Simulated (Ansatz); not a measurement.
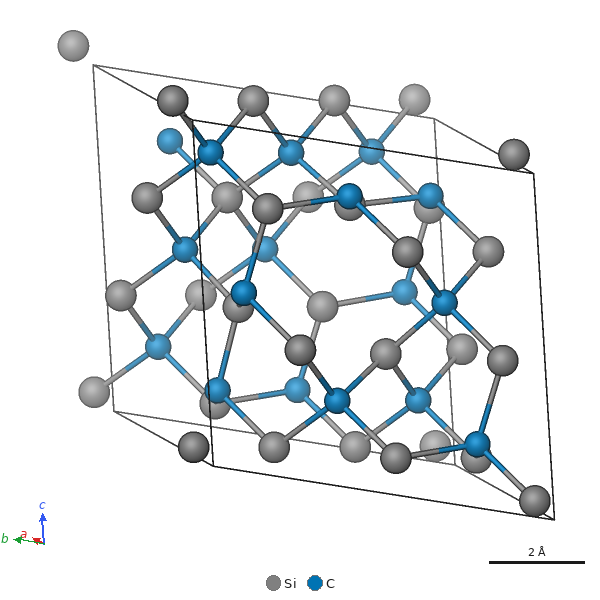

We look at a ball-and-stick model of the crystal from a general direction. The outline marks the supercell. The host is SiC, in a cell of 36 sites, and the cell carries a charge of +3.

Where does the cell differ from the host, and how?

A carbon vacancy. Around the empty site lie four Si at about 2.0 to 2.1 Å.

The calculation: DFT PBE, scalar-relativistic, plane waves, PAW in Ansatz, with plane-wave cutoff 420 eV, the zone sampled with 2×2×2 points, Gaussian smearing of 0.01 eV, collinear spins.

Is a magnetic moment found?

No net moment.

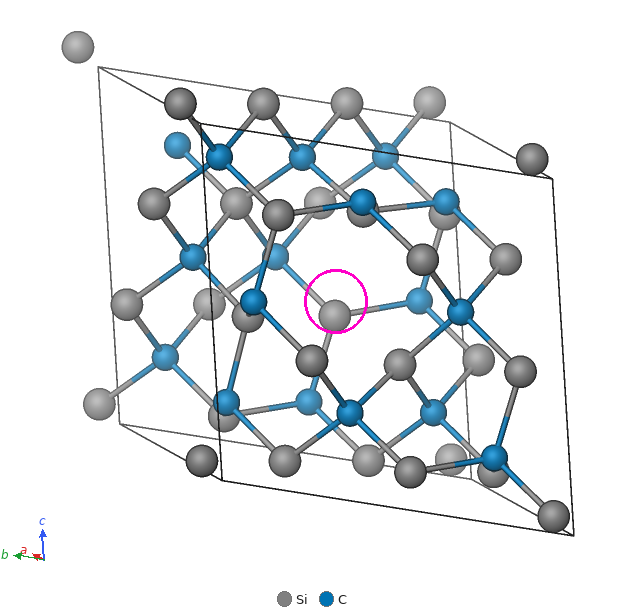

The same cell with a ring at the defect's site.

The atoms were relaxed in the host's cell with DFT PBE, scalar-relativistic, plane waves, PAW (Ansatz).
